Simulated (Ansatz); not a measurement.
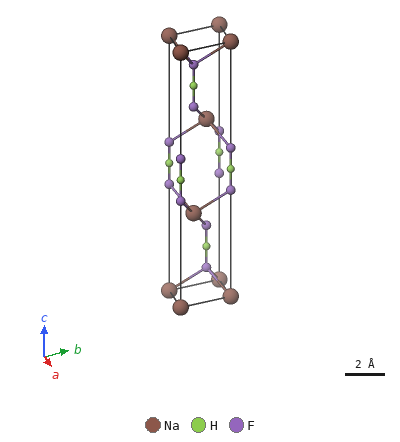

*The structure (ball-and-stick view of the cell 3 times as large as that of the calculation, set on its symmetry axes, seen slightly off an axis).*

GW calculation of NaHF$_{2}$

The run: GW calculation of NaHF$_{2}$ (4 atoms in the cell). Method and program: G0W0 on r2SCAN, plane waves, PAW, no spin polarisation (Ansatz 0.2.0).

The structure derives from an entry of the Crystallography Open Database. The geometry comes from this level: r2scan-rvv10. It belongs to a series of runs on one base structure; here: frequency model.

## Input file
```yaml
crystal:
  lattice:
    - [1.6977160746, 0.9801768327, 4.5692389264]
    - [-1.6977160746, 0.9801768327, 4.5692389264]
    - [0.0, -1.9603536654, 4.5692389264]
  atoms:
    - { symbol: Na, position: [0.0, 0.0, 0.0] }
    - { symbol: H, position: [0.5, 0.5, 0.5] }
    - { symbol: F, position: [0.4172389337, 0.4172389337, 0.4172389337] }
    - { symbol: F, position: [0.5827610663, 0.5827610663, 0.5827610663] }
kpoints:
  mp_grid: { grid: [4, 4, 4] }
hamiltonian:
  xc: r2scan
scf:
  occupations: { method: fixed }
gw:
  n_empty_bands: 171
  ecut_chi: 140
  qp_bands: [v2, c2]
  qp_kpoints: band_edges
  screening: { model: godby_needs }
```

Run as:
```bash
ansatz run input.yaml --threads 2 --pin off --max-ram 3686MiB --backend cpu --events-out ev --progress --plain --runs-dir out
```

## Log
```
Engine: ansatz 0.2.0, aarch64-unknown-linux-gnu
Pseudopotentials: kind: paw
Pseudopotential: Na, paw, valence charge 9, recommended cutoff 500 eV (meta_gga), Na.paw.azcp
Pseudopotential: H, paw, valence charge 1, recommended cutoff 500 eV (meta_gga), H.paw.azcp
Pseudopotential: F, paw, valence charge 7, recommended cutoff 500 eV (meta_gga), F.paw.azcp
Functional definition: r2SCAN
  parameter k0 = 0.174
  parameter k1 = 0.065
  parameter a1 = 4.9479
  exchange = r2scan_x(k0 = k0, k1 = k1, a1 = a1)
  correlation = r2scan_c
Crystal: 4 atoms, lattice volume = 45.621 Å³
Basis set: ecut = 500 eV, 1163 PW (Γ), exchange–correlation on 160×160×160 points (64 copies of the dense FFT grid, shifted against one another)
Bands: 16, of which v1, the nominal top of the filled ones, is band 12 counted from 1 (11 counted from 0)
Symmetry: 12 space group operations
Space group: R-3m (ITA 166), of the structure as read, at distance tolerance 3.6e-5 Å
k-points: 13 of 64
Non-local potential: Na, projectors of the file, l = 0: 3, l = 1: 2, l = 2: 1
Non-local potential: H, projectors of the file, l = 0: 2, l = 1: 1
Non-local potential: F, projectors of the file, l = 0: 2, l = 1: 2, l = 2: 1
PAW form: soft (Blöchl's): semilocal exchange-correlation on the pseudo side does not see the compensation charge
PAW frozen core: Na, regenerated for the run's functional (the file was generated under x = pbe(κ = 0.804, μ = 0.2195149727645171), c = pbe(β = 0.06672455060314922))
PAW frozen core: F, regenerated for the run's functional (the file was generated under x = pbe(κ = 0.804, μ = 0.2195149727645171), c = pbe(β = 0.06672455060314922))
PAW one-centre angular grid: Na, 302 points (default); XC on 339 of its mesh's 2595 points in the sphere
PAW one-centre angular grid: H, 302 points (default); XC on 160 Gauss nodes
PAW one-centre angular grid: F, 302 points (default); XC on 160 Gauss nodes
Initial density: superposition of atomic densities (neutral atoms: chi_scale 0, normalization atom), corrected by the library's trained network
Initial wavefunctions: pseudopotential atomic-orbital guess
Functional: x = r2scan, c = r2scan; τ floored in thin density (d = 2e-4 eV/Å³)
SCF iter   1: F=—  HF=-3127.770996 eV  |F-HF|=—  |Δ(HF+E_count)|=         —  Δρ=8.54e-3  dr2=2.21e-2  dr2_τ=8.41e-2  ethr=1.77e-3  ⟨swp⟩=4.2  Hψ=971  notcnv=0  defer=21
preconditioner: auto → none  [insulator: Δε(μ)=8.107 eV  Ē_g=24.322 eV  n_scr=14 (ndim 8)  ℏωp=25.8 eV  f_vac=0.243  ε∞_Penn≈2.1]
SCF iter   2: F=—  HF=-3127.818685 eV  |F-HF|=—  |Δ(HF+E_count)|=   4.77e-2  Δρ=3.87e-3  dr2=1.71e-3  dr2_τ=7.40e-4  ethr=9.19e-5  ⟨swp⟩=3.0  Hψ=515  notcnv=0  defer=26
SCF iter   3: F=—  HF=-3127.818902 eV  |F-HF|=—  |Δ(HF+E_count)|=   2.17e-4  Δρ=1.23e-3  dr2=3.49e-4  dr2_τ=6.73e-5  ethr=7.11e-6  ⟨swp⟩=2.8  Hψ=386  notcnv=0  defer=26
SCF iter   4: F=—  HF=-3127.818945 eV  |F-HF|=—  |Δ(HF+E_count)|=   4.34e-5  Δρ=3.79e-4  dr2=1.56e-5  dr2_τ=4.22e-6  ethr=1.45e-6  ⟨swp⟩=3.0  Hψ=376  notcnv=0  defer=26
iter 5 did not close the SCF: its close was put off for the readings that it lacked (scf_convergence_deferred on its scf_iter line)
SCF iter   5: F=-3127.818953 eV  HF=-3127.818953 eV  |F-HF|=1.87e-7  |Δ(HF+E_count)|=   7.30e-6  Δρ=2.71e-5  dr2=7.88e-8  dr2_τ=4.21e-8  ethr=6.50e-8  ⟨swp⟩=2.6  Hψ=372  notcnv=0
SCF iter   6: F=-3127.818953 eV  HF=-3127.818953 eV  |F-HF|=1.90e-8  |Δ(HF+E_count)|=   1.77e-7  Δρ=9.36e-6  dr2=9.23e-9  dr2_τ=4.64e-9  ethr=3.28e-10  ⟨swp⟩=3.0  Hψ=909  notcnv=0
SCF 1 converged in 6 iterations: F = -3127.818953 eV  dr2 = 9.23e-9
  greatest PAW one-centre occupation: 1.000 electrons in one spin orbital (limit 2), on the Na atom at site 0 (counted from 0), in its partial waves of l = 0
NSCF: frozen V_eff on 13 k-points
G₀W₀ screening: q 1/13
G₀W₀ screening: q 2/13 (q-point 5)
G₀W₀ screening: q 3/13 (q-point 2)
G₀W₀ screening: q 4/13
G₀W₀ screening: q 5/13 (q-point 6)
G₀W₀ screening: q 6/13 (q-point 9)
G₀W₀ screening: q 7/13 (q-point 10)
G₀W₀ screening: q 8/13 (q-point 11)
G₀W₀ screening: q 9/13 (q-point 12)
G₀W₀ screening: q 10/13 (q-point 3)
G₀W₀ screening: q 11/13 (q-point 7)
G₀W₀ screening: q 12/13 (q-point 8)
G₀W₀ screening: q 13/13
G₀W₀ self-energy: k 1/13
G₀W₀ self-energy: k 2/13
G₀W₀ self-energy: k 3/13
G₀W₀ self-energy: k 4/13
G₀W₀ self-energy: k 5/13
G₀W₀ self-energy: k 6/13
G₀W₀ self-energy: k 7/13
G₀W₀ self-energy: k 8/13
G₀W₀ self-energy: k 9/13
G₀W₀ self-energy: k 10/13
G₀W₀ self-energy: k 11/13
G₀W₀ self-energy: k 12/13
G₀W₀ self-energy: k 13/13
NSCF: frozen V_eff on 1 k-points
NSCF: frozen V_eff on 1 k-points
NSCF: frozen V_eff on 1 k-points
SCF converged after 6 iterations
Free energy (F): -3127.818953 eV
Harris-Foulkes:  -3127.818953 eV  (|F-HF|=1.90e-8)
Internal energy: -3127.818953 eV  (E = F + TS)
E sigma→0 (E₀):  -3127.818953 eV
Fermi energy:    -2.068828 eV
--- Per-component energies (eV) ---
  E_band       = -358.542175
  E_kinetic    = 552.300895
  E_local      = -2643.338338  (includes V_loc(G=0)·N_el)
  E_nonlocal   = 263.278374
  E_hartree    = 970.324973
  E_xc         = -204.933138
  E_vxc        = -302.406659  (∫ρ·V_xc dr)
  E_paw        = -674.559781  (= ΣΔE_a)
  E_vpaw       = -192.540418  (= ΣTr[D̂ρ^β])
  E_aug_tail   = 0.001987  (compensation charges beyond the density's cutoff)
  E_vtau       = 23.512682  (kinetic-family band-sum trace: ∫τ·v_τ [+ j·A + Jᵃ·Aᵃ] dr)
  E_ewald      = -1390.804874
  E_core_change = -0.089050  (= ΣΔE_core)
  E_smearing   = -0.000000  (= −TS)
  E_closure    = -0.000000  (closes the sum)
  Σ components = -3127.818953   (vs F -3127.818953, Δ=0.00e0)
--- Band table (eV; the first three rows and the last of 13) ---
  k-point 0: bands = ["-50.3710", "-23.7706", "-22.5961", "-20.7643", "-20.7643", "-20.6245", "-7.1727", "-2.5731", "-2.5731", "-2.3087", "-2.3087", "-2.1610", "5.8123", "12.3489", "13.5401", "16.9152"]
  k-point 1: bands = ["-50.3683", "-23.7651", "-22.5202", "-20.7748", "-20.7500", "-20.6966", "-6.9851", "-3.2099", "-2.6662", "-2.5372", "-2.3552", "-2.2014", "7.3829", "12.6371", "14.2133", "14.8056"]
  k-point 2: bands = ["-50.3656", "-23.7595", "-22.4369", "-20.8115", "-20.7853", "-20.7001", "-6.7867", "-3.7516", "-2.7572", "-2.6389", "-2.4011", "-2.3642", "10.1678", "10.8138", "14.6281", "14.8271"]
  k-point 12: bands = ["-50.3710", "-23.7336", "-22.6002", "-20.7642", "-20.7642", "-20.7032", "-6.5435", "-3.1314", "-2.7937", "-2.7937", "-2.0688", "-2.0688", "7.4614", "9.0117", "15.5743", "18.4813"]
--- G₀W₀: ω_p = 26.9327 eV, 64 q-points, 171 empty bands' worth ---
  eigenvalues of the whole cell's RPA ε∞ on this k-mesh (on a slab, of 1 + 4πα/V) = 1.5649, 1.5649, 1.7523; static W/v taken at q = 0 is 0.624815
  GN-PPA: 446690/1884223 pairs with Re ω̃² < 0 across q-mesh
  bands read: the sum over 183 bands ends inside a degenerate multiplet in 1 slot, whose members it reads at an even weight; the widest, k=12: bands 183 to 184 (counted from 1) at 1/2 each
  gw.qp_kpoints: band_edges: 13 of 13 stored k-points solved, in 1 pass; an edge of the gap read off the rows below is read off those points alone
    ik  band        ε_KS         Σx   Σc(E_QP)       V_xc       Z   E_QP_lin       E_QP  E_QP is
     0    11     -2.3087   -31.7247     4.8053   -24.2727  0.8435    -4.9911    -4.9553  root
     0    12     -2.1610   -31.8282     4.1891   -25.2731  0.8504    -4.5522    -4.5270  root
     0    13      5.8123    -4.7765    -2.4330    -8.7045  0.9212     7.3120     7.3073  root
     0    14     12.3489    -3.4934    -2.6749    -7.6893  0.9191    13.8771    13.8698  root
     1    11     -2.3552   -31.6806     4.7992   -24.2191  0.8438    -5.0539    -5.0176  root
     1    12     -2.2014   -31.7981     4.3096   -25.0571  0.8491    -4.6590    -4.6329  root
     1    13      7.3829    -5.9449    -2.3603    -9.9757  0.9153     9.0591     9.0533  root
     1    14     12.6371    -4.0142    -2.6816    -8.3084  0.9156    14.2586    14.2497  root
     2    11     -2.4011   -31.6379     4.7939   -24.1660  0.8441    -5.1159    -5.0792  root
     2    12     -2.3642   -31.4690     4.2042   -24.8260  0.8505    -4.8281    -4.8031  root
     2    13     10.1678    -5.0297    -2.6249    -9.3649  0.9145    11.8828    11.8780  root
     2    14     10.8138    -5.8663    -2.2896    -9.9678  0.9117    12.6366    12.6257  root
     3    11     -2.3202   -31.5848     4.3075   -24.8131  0.8493    -4.8114    -4.7844  root
     3    12     -2.2337   -31.8364     4.8075   -24.4021  0.8434    -4.8946    -4.8606  root
     3    13      7.5845    -5.9592    -2.3546    -9.9964  0.9152     9.2737     9.2671  root
     3    14     11.9631    -4.3985    -2.6789    -8.7203  0.9149    13.6149    13.6060  root
     4    11     -2.5224   -31.2582     4.4054   -24.2827  0.8486    -5.1211    -5.0923  root
     4    12     -2.3036   -31.6519     4.6099   -24.4600  0.8458    -4.9170    -4.8856  root
     4    13      9.9621    -5.9280    -2.4014   -10.1283  0.9128    11.7707    11.7610  root
     4    14     12.0995    -4.2956    -2.5574    -8.4976  0.9140    13.7512    13.7441  root
     5    11     -2.5167   -31.2908     4.7626   -23.8179  0.8445    -5.2632    -5.2269  root
     5    12     -2.2379   -31.7473     4.3733   -24.9037  0.8485    -4.7364    -4.7082  root
     5    13      9.5691    -6.2741    -2.4091   -10.5042  0.9106    11.3980    11.3901  root
     5    14     12.5240    -3.7269    -2.4905    -7.7801  0.9161    14.0926    14.0867  root
     6    11     -2.5508   -31.2081     4.2170   -24.4885  0.8508    -5.0788    -5.0533  root
     6    12     -2.2071   -31.8557     4.8076   -24.4243  0.8434    -4.8660    -4.8309  root
     6    13     10.9341    -5.6219    -2.2988    -9.7026  0.9049    12.7129    12.7161  root
     6    14     11.3071    -4.1688    -2.6224    -8.4457  0.9175    12.9680    12.9616  root
     7    11     -2.1634   -31.9899     4.8133   -24.5731  0.8433    -4.8021    -4.7670  root
     7    12     -2.1634   -31.9899     4.8133   -24.5731  0.8433    -4.8021    -4.7670  root
     7    13      6.4625    -5.0152    -2.3903    -8.9453  0.9196     8.0072     8.0023  root
     7    14     10.4019    -4.7321    -2.6354    -9.0047  0.9159    12.0470    12.0391  root
     8    11     -2.3222   -31.5884     4.6473   -24.3378  0.8455    -4.9590    -4.9255  root
     8    12     -2.2206   -31.8997     4.8050   -24.4707  0.8436    -4.8795    -4.8446  root
     8    13      8.1684    -5.5609    -2.3555    -9.5934  0.9159     9.8530     9.8454  root
     8    14     10.8364    -5.5821    -2.6274    -9.9501  0.9108    12.5847    12.5770  root
     9    11     -2.3270   -31.5876     4.3729   -24.7149  0.8486    -4.8549    -4.8268  root
     9    12     -2.2892   -31.7563     4.8008   -24.3093  0.8437    -4.9699    -4.9354  root
     9    13     10.4841    -5.6583    -2.5123    -9.9618  0.9122    12.2828    12.2754  root
     9    14     11.0911    -4.6493    -2.4064    -8.7358  0.9163    12.7807    12.7712  root
    10    11     -2.3739   -31.5074     4.6370   -24.2533  0.8458    -5.0239    -4.9910  root
    10    12     -2.1383   -31.9996     4.8125   -24.5849  0.8433    -4.7757    -4.7406  root
    10    13      8.5030    -5.1487    -2.3455    -9.1560  0.9157    10.1692    10.1648  root
    10    14     10.4040    -6.3031    -2.6248   -10.7234  0.9099    12.2092    12.1995  root
    11    11     -2.3849   -31.4933     4.4477   -24.5018  0.8478    -4.9575    -4.9288  root
    11    12     -2.3213   -31.6392     4.7843   -24.1971  0.8441    -5.0153    -4.9790  root
    11    13     10.4995    -4.9176    -2.3517    -8.9736  0.9149    12.2095    12.2037  root
    11    14     11.9768    -5.6223    -2.6228   -10.0146  0.9091    13.7569    13.7463  root
    12    11     -2.0688   -32.1470     4.8168   -24.7483  0.8432    -4.6847    -4.6508  root
    12    12     -2.0688   -32.1470     4.8168   -24.7483  0.8432    -4.6847    -4.6508  root
    12    13      7.4614    -4.2644    -2.3614    -8.1650  0.9211     9.0053     9.0006  root
    12    14      9.0117    -6.3234    -2.6011   -10.6546  0.9119    10.7518    10.7419  root
```

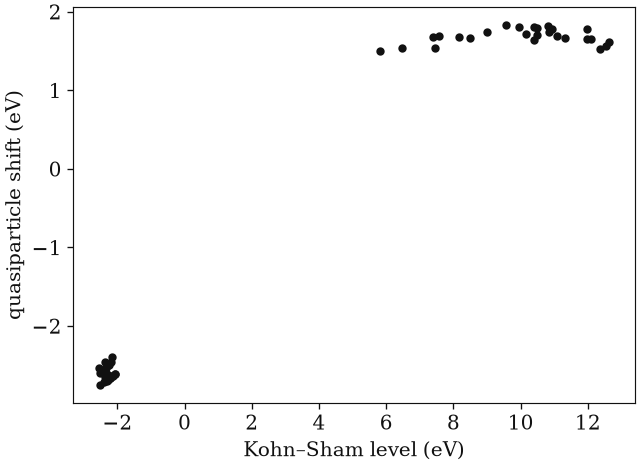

*Quasiparticle corrections (linearised) against the Kohn–Sham levels, for the bands and k-points computed.*

On this mesh the gap goes from 7.88 to 11.83 eV.

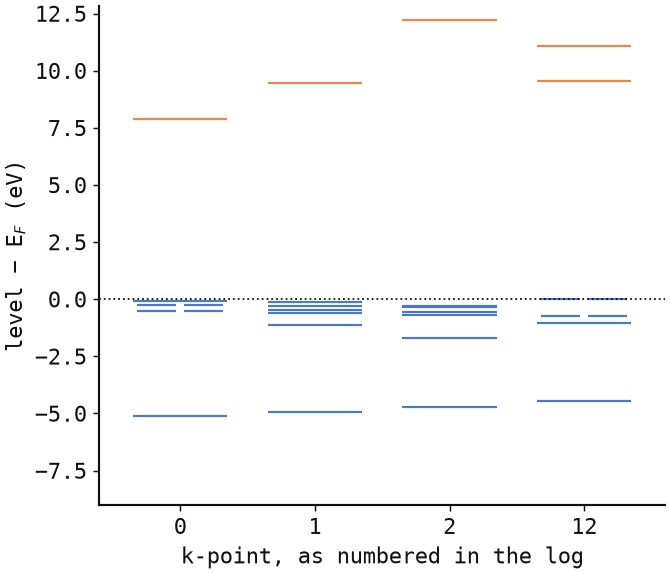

*Kohn–Sham levels near the Fermi level (dotted) at the few k-points that the log prints; levels within 0.02 eV of each other stand side by side.*

Among these points the highest filled and lowest empty levels are 7.88 eV apart, which is the gap on the mesh.

## Summary

- outcome: converged
- space group (tolerance 0.01 Å): R-3m (166)
- electrons treated: 24
- free energy: −3127.8190 eV
- Fermi energy: −2.069 eV
- gap on the k-point mesh: 7.88 eV
- quasiparticle gap on the mesh: 11.83 eV
- hardware: 2 threads of Arm Neoverse V1, 24 GiB of memory available, shared host
- wall time: 71 s (CPU time 2.3 min)
- peak memory: 0.68 GiB

The GW levels are not extrapolated in basis or mesh.
